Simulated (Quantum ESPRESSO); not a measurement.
# H on top sites of RuAl(110), stepped through the coverage, part 7 of 10

What law, if any, do the results for H on top sites of RuAl(110) follow against the coverage?

Quantum ESPRESSO 7.5; plane-wave DFT, PBE, GBRV ultrasoft pseudopotentials.

So far. Step 7 (Relaxing the ions, 0.1667 ML): The relaxation lowers the energy by 4 meV an atom. On the free atoms the largest force ends at 0.025 eV/Å. Step 8 (SCF with pw.x, 0.1667 ML): Inside the slab this potential holds the local part of the pseudopotentials, which can be repulsive at the nuclei; only its value in the vacuum has a meaning of its own.

The structure was built from a prototype and need not be the compound's stable phase.

## 9. Relaxing the ions, 0.75 ML

System of this step: RuAl(110), 3 layers, 4 sites a cell, 3 H on top sites. The cell holds 27 atoms: 12 Ru, 12 Al and 3 H. Its edges and angles: a = 6.008 Å, b = 8.494 Å, c = 20.085 Å, α = 90.0°, β = 90.0°, γ = 90.0°. It derives from RuAl. Vacuum lies along c.

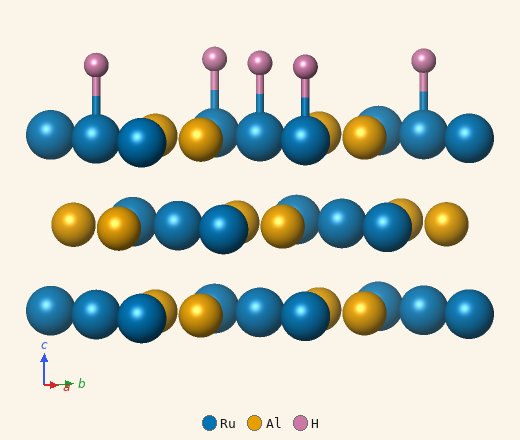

The cell of this step (ruthenium blue, aluminium orange, hydrogen pink). Some periodic images of atoms are drawn too.

The input, m6.relax.in:

```
&control
  prefix = 'm6.relax'
  outdir = './out'
  pseudo_dir = './pseudo'
  nstep = 70
  forc_conv_thr = 0.0015
  calculation = 'relax'
/
&system
  ibrav = 0
  nat = 27
  ntyp = 3
  ecutwfc = 40
  ecutrho = 200
  occupations = 'smearing'
  smearing = 'mv'
  degauss = 0.02
/
&electrons
  conv_thr = 1e-07
  mixing_beta = 0.3
  electron_maxstep = 120
  mixing_mode = 'local-TF'
/
&ions
/
ATOMIC_SPECIES
  Ru  101.0700  ru_pbe_v1.2.uspp.F.UPF
  Al  26.9815  al_pbe_v1.uspp.F.UPF
  H   1.0080  h_pbe_v1.4.uspp.F.UPF
CELL_PARAMETERS angstrom
  6.00796582800000 0.00000000000000 0.00000000000000
  0.00000000000000 8.49361459400000 0.00000000000000
  0.00000000000000 0.00000000000000 20.08508896083147
ATOMIC_POSITIONS crystal
  Ru  0.000000000000 0.500000000000 0.350026277322 0 0 0
  Ru  0.500000000000 0.000000000000 0.350026277322 0 0 0
  Ru  0.500000000000 0.500000000000 0.350026277322 0 0 0
  Ru  0.000000000000 0.000000000000 0.350026277322 0 0 0
  Al  0.250000000000 0.750000000000 0.350026277322 0 0 0
  Al  0.750000000000 0.250000000000 0.350026277322 0 0 0
  Al  0.750000000000 0.750000000000 0.350026277322 0 0 0
  Al  0.250000000000 0.250000000000 0.350026277322 0 0 0
  Ru  0.000000000000 0.750000000000 0.455746677796 0 0 0
  Ru  0.500000000000 0.250000000000 0.455746677796 0 0 0
  Ru  0.500000000000 0.750000000000 0.455746677796 0 0 0
  Ru  0.000000000000 0.250000000000 0.455746677796 0 0 0
  Al  0.250000000000 0.500000000000 0.455746677796 0 0 0
  Al  0.750000000000 0.000000000000 0.455746677796 0 0 0
  Al  0.750000000000 0.500000000000 0.455746677796 0 0 0
  Al  0.250000000000 0.000000000000 0.455746677796 0 0 0
  Ru  0.000000000000 0.500000000000 0.561467078270
  Ru  0.500000000000 0.000000000000 0.561467078270
  Ru  0.500000000000 0.500000000000 0.561467078270
  Ru  0.000000000000 0.000000000000 0.561467078270
  Al  0.250000000000 0.750000000000 0.561467078270
  Al  0.750000000000 0.250000000000 0.561467078270
  Al  0.750000000000 0.750000000000 0.561467078270
  Al  0.250000000000 0.250000000000 0.561467078270
  H   0.000000000000 0.500000000000 0.649973722678
  H   0.500000000000 0.000000000000 0.649973722678
  H   0.500000000000 0.500000000000 0.649973722678
K_POINTS automatic
  4 3 1 0 0 0
```

Started as:

```bash
OMP_NUM_THREADS=1 mpirun -n 16 pw.x -nk 1 -in m6.relax.in > m6.relax.out
```

The program printed:

```text
[banner, memory and clock lines left out]
Program PWSCF v.7.5 starts
[...]
Message from routine setup:
[...]
number of electrons       =       231.00
     number of Kohn-Sham states=          139
     kinetic-energy cutoff     =      40.0000  Ry
     charge density cutoff     =     200.0000  Ry
[...]
number of k points=     6  Marzari-Vanderbilt smearing, width (Ry)=  0.0200
[...]
Dense  grid:   330445 G-vectors     FFT dimensions: (  54,  75, 180)
[...]
negative rho (up, down):  9.497E-01 0.000E+00
     Starting wfcs are  207 randomized atomic wfcs
[...]
negative rho (up, down):  9.238E-01 0.000E+00
[...]
estimated scf accuracy    <      31.85191652 Ry
[...]
negative rho (up, down):  9.026E-01 0.000E+00
[...]
estimated scf accuracy    <      12.11971514 Ry
[...]
negative rho (up, down):  9.053E-01 0.000E+00
[...]
estimated scf accuracy    <       0.66697606 Ry
[...]
negative rho (up, down):  9.109E-01 0.000E+00
[...]
estimated scf accuracy    <       0.28393865 Ry
[...]
negative rho (up, down):  9.260E-01 0.000E+00
[...]
estimated scf accuracy    <       0.10756792 Ry
[...]
negative rho (up, down):  9.289E-01 0.000E+00
[...]
estimated scf accuracy    <       0.00903637 Ry
[...]
negative rho (up, down):  9.284E-01 0.000E+00
[...]
estimated scf accuracy    <       0.00469966 Ry
[...]
negative rho (up, down):  9.289E-01 0.000E+00
[...]
estimated scf accuracy    <       0.00286678 Ry
[...]
negative rho (up, down):  9.285E-01 0.000E+00
[...]
estimated scf accuracy    <       0.00206534 Ry
[...]
negative rho (up, down):  9.272E-01 0.000E+00
[...]
estimated scf accuracy    <       0.00143742 Ry
[...]
negative rho (up, down):  9.262E-01 0.000E+00
[...]
estimated scf accuracy    <       0.00053288 Ry
[...]
negative rho (up, down):  9.260E-01 0.000E+00
[...]
estimated scf accuracy    <       0.00026220 Ry
[...]
negative rho (up, down):  9.260E-01 0.000E+00
[...]
estimated scf accuracy    <       0.00017192 Ry
[...]
negative rho (up, down):  9.264E-01 0.000E+00
[...]
estimated scf accuracy    <       0.00002905 Ry
[...]
negative rho (up, down):  9.267E-01 0.000E+00
[...]
estimated scf accuracy    <       0.00001393 Ry
[...]
negative rho (up, down):  9.270E-01 0.000E+00
[...]
estimated scf accuracy    <       0.00000338 Ry
[...]
negative rho (up, down):  9.270E-01 0.000E+00
[...]
estimated scf accuracy    <       0.00000082 Ry
[...]
negative rho (up, down):  9.270E-01 0.000E+00
[...]
estimated scf accuracy    <       0.00000056 Ry
[...]
negative rho (up, down):  9.271E-01 0.000E+00
[...]
estimated scf accuracy    <       0.00000019 Ry
[...]
negative rho (up, down):  9.270E-01 0.000E+00
[...]
the Fermi energy is     1.6948 ev
!    total energy              =   -2415.16492228 Ry
     estimated scf accuracy    <       0.00000004 Ry
     smearing contrib. (-TS)   =       0.00846027 Ry
     internal energy E=F+TS    =   -2415.17338255 Ry
[...]
one-electron contribution =  -11836.24176893 Ry
     hartree contribution      =    5925.22826684 Ry
     xc contribution           =    -365.09019468 Ry
     ewald contribution        =    3860.93031423 Ry
     convergence has been achieved in  20 iterations
     negative rho (up, down):  9.270E-01 0.000E+00
[...]
Total force =     0.125327     Total SCF correction =     0.000463
[...]
negative rho (up, down):  9.208E-01 0.000E+00
[...]
negative rho (up, down):  9.210E-01 0.000E+00
[...]
estimated scf accuracy    <       0.05698825 Ry
[...]
negative rho (up, down):  9.211E-01 0.000E+00
[...]
estimated scf accuracy    <       0.00684707 Ry
[...]
negative rho (up, down):  9.215E-01 0.000E+00
[...]
estimated scf accuracy    <       0.00576897 Ry
[...]
negative rho (up, down):  9.217E-01 0.000E+00
[...]
estimated scf accuracy    <       0.00072698 Ry
[...]
negative rho (up, down):  9.217E-01 0.000E+00
[...]
estimated scf accuracy    <       0.00004759 Ry
[...]
negative rho (up, down):  9.216E-01 0.000E+00
[...]
estimated scf accuracy    <       0.00002776 Ry
[...]
negative rho (up, down):  9.216E-01 0.000E+00
[...]
estimated scf accuracy    <       0.00001243 Ry
[...]
negative rho (up, down):  9.215E-01 0.000E+00
[...]
estimated scf accuracy    <       0.00000597 Ry
[...]
negative rho (up, down):  9.214E-01 0.000E+00
[...]
estimated scf accuracy    <       0.00000219 Ry
[...]
negative rho (up, down):  9.212E-01 0.000E+00
[...]
estimated scf accuracy    <       0.00000070 Ry
[...]
negative rho (up, down):  9.212E-01 0.000E+00
[...]
estimated scf accuracy    <       0.00000023 Ry
[...]
negative rho (up, down):  9.211E-01 0.000E+00
[...]
estimated scf accuracy    <       0.00000010 Ry
[...]
negative rho (up, down):  9.211E-01 0.000E+00
[...]
the Fermi energy is     1.7007 ev
!    total energy              =   -2415.17834831 Ry
     estimated scf accuracy    <       0.00000008 Ry
     smearing contrib. (-TS)   =       0.00874740 Ry
     internal energy E=F+TS    =   -2415.18709571 Ry
[...]
one-electron contribution =  -11816.84883417 Ry
     hartree contribution      =    5915.58773401 Ry
     xc contribution           =    -365.10829943 Ry
     ewald contribution        =    3851.18230388 Ry
     convergence has been achieved in  13 iterations
     negative rho (up, down):  9.211E-01 0.000E+00
[...]
Total force =     0.088757     Total SCF correction =     0.000670
[...]
negative rho (up, down):  9.192E-01 0.000E+00
[...]
negative rho (up, down):  9.193E-01 0.000E+00
[...]
estimated scf accuracy    <       0.03974609 Ry
[...]
negative rho (up, down):  9.194E-01 0.000E+00
[...]
estimated scf accuracy    <       0.00511186 Ry
[...]
negative rho (up, down):  9.196E-01 0.000E+00
[...]
estimated scf accuracy    <       0.00319925 Ry
[...]
negative rho (up, down):  9.197E-01 0.000E+00
[...]
estimated scf accuracy    <       0.00047704 Ry
[...]
negative rho (up, down):  9.197E-01 0.000E+00
[...]
estimated scf accuracy    <       0.00002507 Ry
[...]
negative rho (up, down):  9.197E-01 0.000E+00
[...]
estimated scf accuracy    <       0.00001341 Ry
[...]
negative rho (up, down):  9.197E-01 0.000E+00
[...]
estimated scf accuracy    <       0.00000580 Ry
[...]
negative rho (up, down):  9.197E-01 0.000E+00
[...]
estimated scf accuracy    <       0.00000325 Ry
[...]
negative rho (up, down):  9.196E-01 0.000E+00
[...]
estimated scf accuracy    <       0.00000165 Ry
[...]
negative rho (up, down):  9.195E-01 0.000E+00
[...]
estimated scf accuracy    <       0.00000026 Ry
[...]
negative rho (up, down):  9.195E-01 0.000E+00
[...]
estimated scf accuracy    <       0.00000012 Ry
[...]
negative rho (up, down):  9.194E-01 0.000E+00
[...]
estimated scf accuracy    <       0.00000006 Ry
[...]
negative rho (up, down):  9.194E-01 0.000E+00
[...]
the Fermi energy is     1.7083 ev
!    total energy              =   -2415.18722297 Ry
     estimated scf accuracy    <       0.00000002 Ry
     smearing contrib. (-TS)   =       0.00901924 Ry
     internal energy E=F+TS    =   -2415.19624221 Ry
[...]
one-electron contribution =  -11803.64775142 Ry
     hartree contribution      =    5909.06137961 Ry
     xc contribution           =    -365.13423856 Ry
     ewald contribution        =    3844.52436816 Ry
     convergence has been achieved in  13 iterations
     negative rho (up, down):  9.194E-01 0.000E+00
[...]
Total force =     0.051897     Total SCF correction =     0.000386
[...]
negative rho (up, down):  9.168E-01 0.000E+00
[...]
negative rho (up, down):  9.168E-01 0.000E+00
[...]
estimated scf accuracy    <       0.01574372 Ry
[...]
negative rho (up, down):  9.168E-01 0.000E+00
[...]
estimated scf accuracy    <       0.00356433 Ry
[...]
negative rho (up, down):  9.169E-01 0.000E+00
[...]
estimated scf accuracy    <       0.00077143 Ry
[...]
negative rho (up, down):  9.169E-01 0.000E+00
[...]
estimated scf accuracy    <       0.00019049 Ry
[...]
negative rho (up, down):  9.169E-01 0.000E+00
[...]
estimated scf accuracy    <       0.00002068 Ry
[...]
negative rho (up, down):  9.169E-01 0.000E+00
[...]
estimated scf accuracy    <       0.00001298 Ry
[...]
negative rho (up, down):  9.169E-01 0.000E+00
[...]
estimated scf accuracy    <       0.00000465 Ry
[...]
negative rho (up, down):  9.169E-01 0.000E+00
[...]
estimated scf accuracy    <       0.00000123 Ry
[...]
negative rho (up, down):  9.170E-01 0.000E+00
[...]
estimated scf accuracy    <       0.00000070 Ry
[...]
negative rho (up, down):  9.170E-01 0.000E+00
[...]
estimated scf accuracy    <       0.00000019 Ry
[...]
negative rho (up, down):  9.170E-01 0.000E+00
[...]
estimated scf accuracy    <       0.00000009 Ry
[...]
negative rho (up, down):  9.170E-01 0.000E+00
[...]
estimated scf accuracy    <       0.00000002 Ry
[...]
negative rho (up, down):  9.170E-01 0.000E+00
[...]
the Fermi energy is     1.7221 ev
!    total energy              =   -2415.19184446 Ry
     estimated scf accuracy    <       0.00000001 Ry
     smearing contrib. (-TS)   =       0.00928286 Ry
     internal energy E=F+TS    =   -2415.20112732 Ry
[...]
one-electron contribution =  -11801.46532896 Ry
     hartree contribution      =    5908.10019694 Ry
     xc contribution           =    -365.17456616 Ry
     ewald contribution        =    3843.33857086 Ry
     convergence has been achieved in  13 iterations
     negative rho (up, down):  9.170E-01 0.000E+00
[...]
Total force =     0.049980     Total SCF correction =     0.000075
[...]
negative rho (up, down):  9.206E-01 0.000E+00
[...]
negative rho (up, down):  9.204E-01 0.000E+00
[...]
estimated scf accuracy    <       0.01792572 Ry
[...]
negative rho (up, down):  9.204E-01 0.000E+00
[...]
estimated scf accuracy    <       0.00217105 Ry
[...]
negative rho (up, down):  9.202E-01 0.000E+00
[...]
estimated scf accuracy    <       0.00240147 Ry
[...]
negative rho (up, down):  9.202E-01 0.000E+00
[...]
estimated scf accuracy    <       0.00021179 Ry
[...]
negative rho (up, down):  9.201E-01 0.000E+00
[...]
estimated scf accuracy    <       0.00004284 Ry
[...]
negative rho (up, down):  9.201E-01 0.000E+00
[...]
estimated scf accuracy    <       0.00002270 Ry
[...]
negative rho (up, down):  9.202E-01 0.000E+00
[...]
estimated scf accuracy    <       0.00000863 Ry
[...]
negative rho (up, down):  9.202E-01 0.000E+00
[...]
estimated scf accuracy    <       0.00000309 Ry
[...]
negative rho (up, down):  9.203E-01 0.000E+00
[...]
estimated scf accuracy    <       0.00000121 Ry
[...]
negative rho (up, down):  9.204E-01 0.000E+00
[...]
estimated scf accuracy    <       0.00000051 Ry
[...]
negative rho (up, down):  9.204E-01 0.000E+00
[...]
estimated scf accuracy    <       0.00000018 Ry
[...]
negative rho (up, down):  9.205E-01 0.000E+00
[...]
estimated scf accuracy    <       0.00000012 Ry
[...]
negative rho (up, down):  9.205E-01 0.000E+00
[...]
the Fermi energy is     1.7293 ev
!    total energy              =   -2415.19390743 Ry
     estimated scf accuracy    <       0.00000001 Ry
     smearing contrib. (-TS)   =       0.00923606 Ry
     internal energy E=F+TS    =   -2415.20314349 Ry
[...]
one-electron contribution =  -11815.75541764 Ry
     hartree contribution      =    5915.29629926 Ry
     xc contribution           =    -365.17842281 Ry
     ewald contribution        =    3850.43439770 Ry
     convergence has been achieved in  13 iterations
     negative rho (up, down):  9.205E-01 0.000E+00
[...]
the Fermi energy is     1.7677 ev
!    total energy              =   -2415.20031964 Ry
     estimated scf accuracy    <          4.6E-09 Ry
     smearing contrib. (-TS)   =       0.00894614 Ry
     internal energy E=F+TS    =   -2415.20926578 Ry
[...]
one-electron contribution =  -11885.15902813 Ry
     hartree contribution      =    5950.27243058 Ry
     xc contribution           =    -365.19944608 Ry
     ewald contribution        =    3884.87677785 Ry
     convergence has been achieved in  16 iterations
     negative rho (up, down):  9.213E-01 0.000E+00
[...]
Total force =     0.016231     Total SCF correction =     0.000229
[...]
negative rho (up, down):  9.208E-01 0.000E+00
[...]
negative rho (up, down):  9.205E-01 0.000E+00
[...]
estimated scf accuracy    <       0.10265526 Ry
[...]
negative rho (up, down):  9.204E-01 0.000E+00
[...]
estimated scf accuracy    <       0.01372615 Ry
[...]
negative rho (up, down):  9.201E-01 0.000E+00
[...]
estimated scf accuracy    <       0.01472072 Ry
[...]
negative rho (up, down):  9.201E-01 0.000E+00
[...]
estimated scf accuracy    <       0.00143547 Ry
[...]
negative rho (up, down):  9.201E-01 0.000E+00
[...]
estimated scf accuracy    <       0.00025853 Ry
[...]
negative rho (up, down):  9.201E-01 0.000E+00
[...]
estimated scf accuracy    <       0.00014390 Ry
[...]
negative rho (up, down):  9.201E-01 0.000E+00
[...]
estimated scf accuracy    <       0.00006579 Ry
[...]
negative rho (up, down):  9.202E-01 0.000E+00
[...]
estimated scf accuracy    <       0.00002518 Ry
[...]
negative rho (up, down):  9.202E-01 0.000E+00
[...]
estimated scf accuracy    <       0.00001096 Ry
[...]
negative rho (up, down):  9.203E-01 0.000E+00
[...]
estimated scf accuracy    <       0.00000502 Ry
[...]
negative rho (up, down):  9.205E-01 0.000E+00
[...]
estimated scf accuracy    <       0.00000197 Ry
[...]
negative rho (up, down):  9.207E-01 0.000E+00
[...]
estimated scf accuracy    <       0.00000059 Ry
[...]
negative rho (up, down):  9.207E-01 0.000E+00
[...]
estimated scf accuracy    <       0.00000025 Ry
[...]
negative rho (up, down):  9.207E-01 0.000E+00
[...]
estimated scf accuracy    <       0.00000009 Ry
[...]
negative rho (up, down):  9.208E-01 0.000E+00
[...]
estimated scf accuracy    <       0.00000005 Ry
[...]
negative rho (up, down):  9.208E-01 0.000E+00
[...]
estimated scf accuracy    <       0.00000001 Ry
[...]
negative rho (up, down):  9.207E-01 0.000E+00
[...]
```

It took 19 min on 16 MPI ranks of Arm Neoverse V1, shared host; peak memory 3 GiB.

The steps of the relaxation:

```csv
step,energy less that of the first step (eV),largest force (eV/Å)
1,0.0000,1.5047
2,-0.1827,1.1370
3,-0.3034,0.6833
4,-0.3663,0.7137
5,-0.3944,0.6450
6,-0.4204,0.5619
7,-0.4515,0.4372
8,-0.4816,0.2442
9,-0.4934,0.1961
10,-0.4945,0.1621
11,-0.4955,0.1256
12,-0.4968,0.0719
13,-0.4979,0.0255
```

The atoms that moved most (Å):

```csv
atom,dx,dy,dz,length
H27,0.000,0.000,-0.219,0.219
H25,0.000,0.000,-0.213,0.213
H26,0.000,0.000,-0.160,0.160
Al24,0.016,0.009,0.090,0.092
Al21,0.016,-0.009,0.090,0.092
Al22,-0.016,0.009,0.090,0.092
Al23,-0.016,-0.009,0.090,0.092
Ru20,0.000,0.000,-0.080,0.080
```

The relaxation lowers the energy by 18 meV an atom. On the free atoms the largest force ends at 0.025 eV/Å.

This step gave:

| Quantity | Value |
| --- | --- |
| free energy | -32860.4907 eV |
| Fermi energy | 1.791 eV |

(Part 7 of 10 ends here.)

[Logs are printed without paths, hosts, clocks, repeated set-up lines and the standing remarks that a program may print on its own settings, such as how far it seeks lower states.]

[Hosts, paths, dates, database ids (printed as entryN), source tags and the programs' standing remarks are cut or masked in the printed files.]

[Maps of the electrostatic potential energy from Ansatz leave out the sawtooth potential of an applied field or a dipole correction, so their vacuum need not be flat; planar profiles and work functions include it.]
